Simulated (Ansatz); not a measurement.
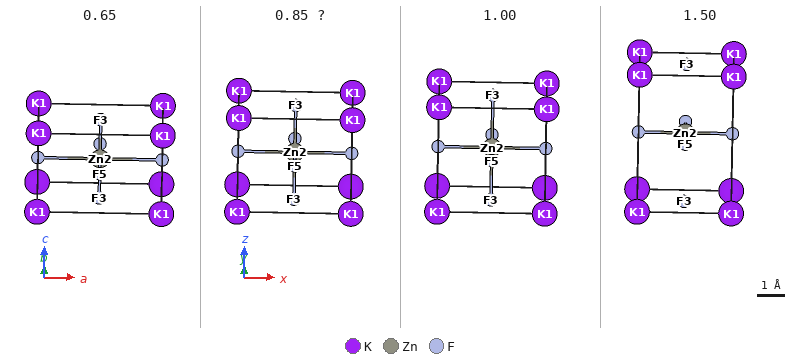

Crystalline KZnF3 (Pm-3m): the ratio of the cell's length along z to its lengths across, counted as 1 for the reference, is changed at fixed volume (a tetragonal or Bain path), with the atoms kept at their fractional coordinates. x, y and z are the Cartesian axes of the input. A ball-and-stick model of the cell of the calculation, seen along the b axis, with a slight tilt.

The calculation used Ansatz 0.2.0, DFT LDA, scalar-relativistic, plane waves, PAW. Settings: plane-wave cutoff 420 eV; k-point mesh 6 × 6 × 6; occupations gaussian; smearing width 0.05 eV; no spin polarisation. Energies (free energies at the smearing named) are counted from the cell as listed in its source, which wasn't relaxed.

```csv
axial ratio over its reference value,energy change (meV/atom)
0.650,790
0.707,431
0.780,183
0.850,?
0.920,16
0.960,4
1.000,0
1.050,5
1.100,18
1.200,63
1.300,130
1.414,233
1.500,330
```

One row is withheld. What is its energy?

A straight line between the two neighbours gives 100 meV/atom. A cubic through the four nearest rows (0.707, 0.780, 0.920, 0.960) gives, with Lagrange weights, (−0.1370)(431) + (0.5986)(183) + (0.9231)(16) + (−0.3847)(4) = 64 meV/atom. The calculation gives 68 meV/atom, so the cubic is 4 meV/atom too low and the straight line 32 meV/atom too high, as the curve bends upwards here.

The whole profile:

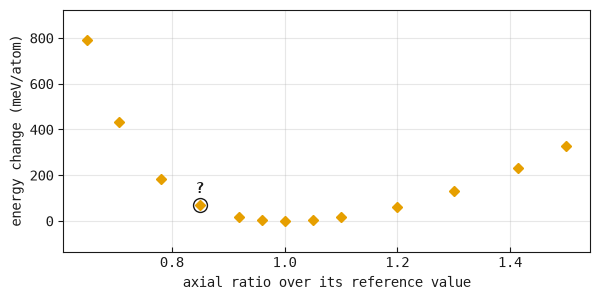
